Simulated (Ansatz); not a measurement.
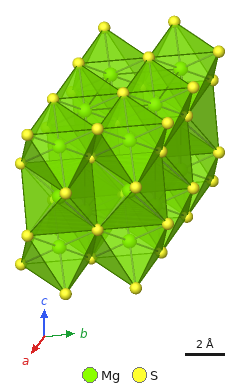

This is the input geometry for a relaxation of crystalline MgS (built on the NiAs type). Style: polyhedral. Shown: the cell of the calculation, repeated 2 × 1 × 1 with one cell outlined, from a free direction.

These are results of Ansatz 0.2.0, DFT, r2SCAN, plane waves, PAW, not measurements.

The input:
```yaml
crystal:
  lattice:
    - [3.6656507645, 0.0, 0.0]
    - [-1.8328253823, 3.1745466835, 0.0]
    - [0.0, 0.0, 6.1784098559]
  atoms:
    - { symbol: Mg, position: [0.0, 0.0, 0.0] }
    - { symbol: Mg, position: [0.0, 0.0, 0.5] }
    - { symbol: S, position: [0.3333333333, 0.6666666667, 0.25] }
    - { symbol: S, position: [0.6666666667, 0.3333333333, 0.75] }
kpoints:
  mp_grid: { grid: [12, 12, 4] }
hamiltonian:
  xc: r2scan
scf:
  occupations: { method: fermi_dirac, width: 0.02 }
relax:
  f_tol: 0.005
  cell: {}
```

Command:
```bash
ansatz run input.yaml --threads 2 --pin off --max-ram 2211MiB --backend cpu --events-out ev --progress --plain --runs-dir out
```

> What does the optimiser find from here?

No atom moves by more than 0.005 Å relative to the cell. Cell: a = b 3.666 → 3.645 Å (−0.6 %), c 6.178 → 6.147 Å (−0.5 %). Volume −1.6 %. Near-neighbour distances that change, for instance: Mg1–S3 2.620 → 2.606 Å. The space group stays P6_3/mmc (No. 194). Over 2 accepted moves (4 points after the start) the energy falls by 1.1 meV per atom. All forces vanish by symmetry, so only the cell relaxes. The pressure goes from −1.23 to 0.00 GPa. The line search rejected the trial step at point 2 of the run. At 1 point the geometry stayed and the basis and grid were re-selected for the new cell (energy shift of 0.1 meV per atom at most each time).

The structure at the end:

```xyz
4
Lattice="3.6454 0.0000 0.0000 -1.8227 3.1570 0.0000 0.0000 0.0000 6.1474" Properties=species:S:1:pos:R:3 pbc="T T T"
Mg    1.8227    3.1570    6.1474
Mg    1.8227    3.1570    3.0737
S     0.0000    2.1047    1.5368
S     1.8227    1.0523    4.6105
```
